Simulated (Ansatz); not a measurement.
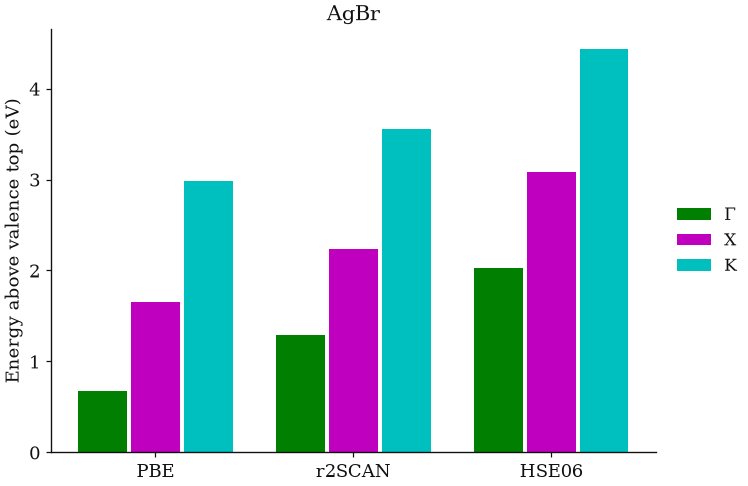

Lowest conduction level at each named k point, counted from the valence-band top at L, by several methods on one cell of rocksalt AgBr, space group Fm-3m, 2 atoms in the primitive cell, relaxed with r2SCAN; cubic a = 5.785 Å. All runs are without spin-orbit coupling and carry no moments.

```csv
method,program,Γ (eV),X (eV),K (eV)
PBE,Ansatz,0.68,1.65,2.98
r2SCAN,Ansatz,1.29,2.24,3.56
HSE06,Ansatz,2.03,3.08,4.43
```

Q: What does PBE0 give? It was run as: PBE0, Ansatz PAW set, 6×6×6 k mesh, 420 eV cutoff, fixed occupations (Ansatz 0.2.0).

A: PBE0 keeps the long-range exact exchange that HSE06 screens off, so it lies above HSE06, here by 0.66 eV at Γ. PBE0 gives 2.69 eV at Γ, 3.79 eV at X and 5.15 eV at K, which is +2.01 eV from PBE at Γ.

Q: Does PBE0 shift these levels rigidly from PBE?

A: The shifts are +2.01 eV at Γ, +2.14 eV at X and +2.17 eV at K, and at points that aren't plotted +1.92 eV (L) and +2.21 eV (W): over the named points that both runs hold, a spread of 0.29 eV on a mean of 2.09 eV, so one shift describes them only roughly.

Q: How do the methods rank at Γ?

A: From low to high: PBE 0.68, r2SCAN 1.29, HSE06 2.03, PBE0 2.69 eV.

Settings. PBE: Ansatz PAW set, 8×8×8 k mesh, 420 eV cutoff, Fermi-Dirac smearing of 0.02 eV (Ansatz). r2SCAN: Ansatz PAW set, 8×8×8 k mesh, 500 eV cutoff, fixed occupations (Ansatz). HSE06: Ansatz PAW set, 6×6×6 k mesh, 420 eV cutoff, fixed occupations (Ansatz 0.2.0).

These are four of the 7 methods that were run on this cell. Spin-orbit coupling is left out, which matters for Br. r2SCAN, HSE06 and PBE0: the PAW data sets were made with another functional. LDA, GGA and most meta-GGA functionals understate gaps. HSE06 and PBE0: the k mesh is thin for exact exchange.
